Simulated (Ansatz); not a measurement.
# AlGa3N4: what the fields show

```xyz
16
Lattice="4.4717 -4.4717 0.0000 4.4717 4.4717 0.0000 0.0000 0.0000 4.4717" Properties=species:S:1:pos:R:3 pbc="T T T"
Al    0.0000    0.0000    0.0000
Al    4.4717    0.0000    0.0000
Ga    2.2358   -2.2358    4.3717
Ga    2.2358    2.2358    4.3717
Ga    2.2358    0.0000    2.2358
Ga    6.7075    0.0000    2.2358
Ga    4.4717   -2.2358    2.2358
Ga    4.4717    2.2358    2.2358
N     3.3793   -1.0924    1.0924
N     3.3793    3.3793    1.0924
N     3.3793   -3.3793    3.3793
N     3.3793    1.0924    3.3793
N     1.0924   -1.0924    3.3793
N     5.5641   -1.0924    3.3793
N     1.0924    1.0924    1.0924
N     5.5641    1.0924    1.0924
```

Space group Cmm2; a structure from a database of computed crystals, not necessarily the ambient phase; changed on purpose from its base cell (atom 2 (Ga) moved -0.100 A along Cartesian [0 0 1]); not relaxed (largest force 1.7 eV/Å).

All numbers below come from DFT PBEsol, scalar-relativistic, plane waves, PAW in Ansatz 0.2.0.

In a PAW calculation such maps are meaningful between the atoms, not at the nuclei.

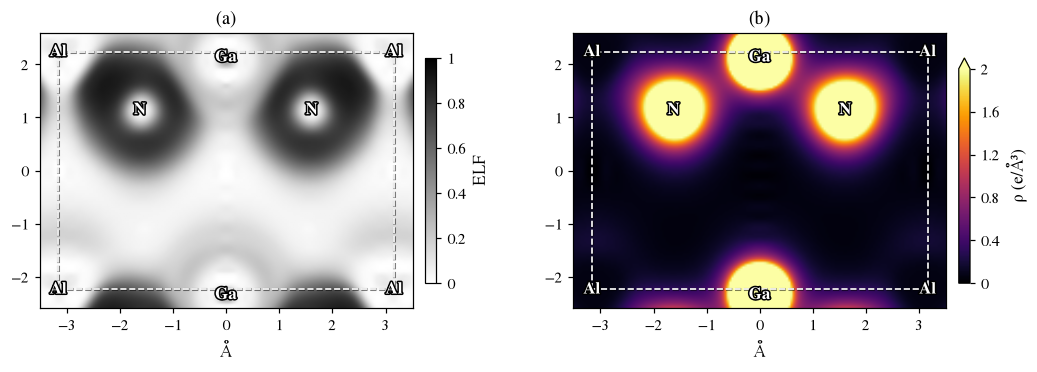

Figure 1. (a) ELF; (b) valence electron density on the (010) plane of the conventional cell.

Read the bonding off the picture.

The section cuts through Al, Ga and N sites.
Al–N (1.89 Å): ρ is about 0.69 e/Å³ halfway; the ELF peaks at about 0.90 between the atoms: a shared but strongly polarised pair.
Ga–N (1.90 Å): ρ is about 0.82 e/Å³ halfway; the ELF peaks at about 0.85 in the valence shell of N, 0.6 Å from its nucleus, and is about 0.50 at the midpoint.
The density dies away to nearly zero in the voids.

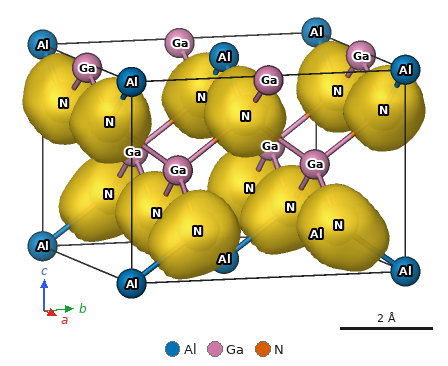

Figure 2. Isosurface of the ELF at 0.7 (yellow), seen slightly off an axis. Only the valence region is drawn (cores and ρ < 0.01 e/Å³ removed). Sticks mark near contacts.

Identify the bonds, lone pairs and shells in this picture.

At this value the surface marks out eight regions on N in which the atom's valence shell and bonds are merged, counted in one cell of 16 atoms. Any copies at cell faces, edges or corners count once.

Does the calculation make it a metal, or give it a gap?

It is gapped, with a Kohn–Sham gap of 2.2 eV on the k-point mesh, an upper bound to the gap of this method.
